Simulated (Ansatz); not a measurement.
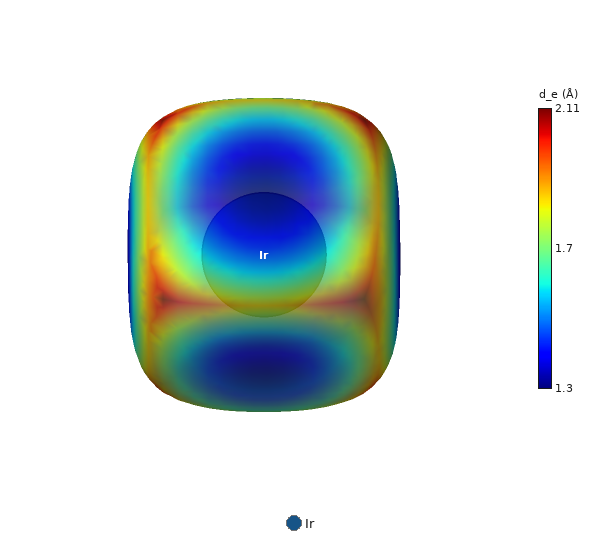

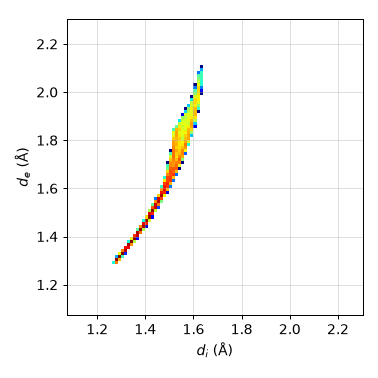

Hirshfeld surface computed for one Ir atom in Ir in space group Pm-3m, coloured by d_e. The second picture is its fingerprint plot, coloured by area on a logarithmic scale (blue little, red much).

The surface is where the fragment's share of the procrystal density (the sum of the densities of spherically averaged neutral Hartree-Fock atoms) equals one half. d_i and d_e are the distances from the surface to the nearest nucleus inside and outside. From Rb on the atoms have core potentials, so only their outer electrons count.

The cell is taken from the end point of a relaxation with Ansatz 0.2.0, DFT, PBE, plane waves (420 eV) with PAW, scalar-relativistic; the starting structure was generated, so it need not be a known form of this composition.

Space group Pm-3m (No. 221). a = 2.572 Å, b = 2.572 Å, c = 2.572 Å, α = 90.00°, β = 90.00°, γ = 90.00°
```json
{"atom": "Ir", "site": "1a", "symmetry": "m-3m", "x": "0.0000", "y": "0.0000", "z": "0.0000"}
```

Q: What is the shortest distance from the fragment to an atom outside it?

A: Ir–Ir, 2.57 Å.

Q: How is the surface shared among contacts (nearest atom inside ··· nearest atom outside)?

A: Ir···Ir 100 %. The surface faces 6 neighbours with more than 2 % of its area each: 6 Ir.

Q: Give the size and shape of the surface.

A: It encloses about 13.2 Å³, has an area of about 28 Å² and a globularity of 0.97 (1 for a sphere).

Q: Where does the fingerprint reach closest to the origin?

A: The smallest d_i + d_e is about 2.6 Å, which belongs to the shortest contact, Ir···Ir at 2.57 Å; d_e runs from 1.30 to 2.11 Å.
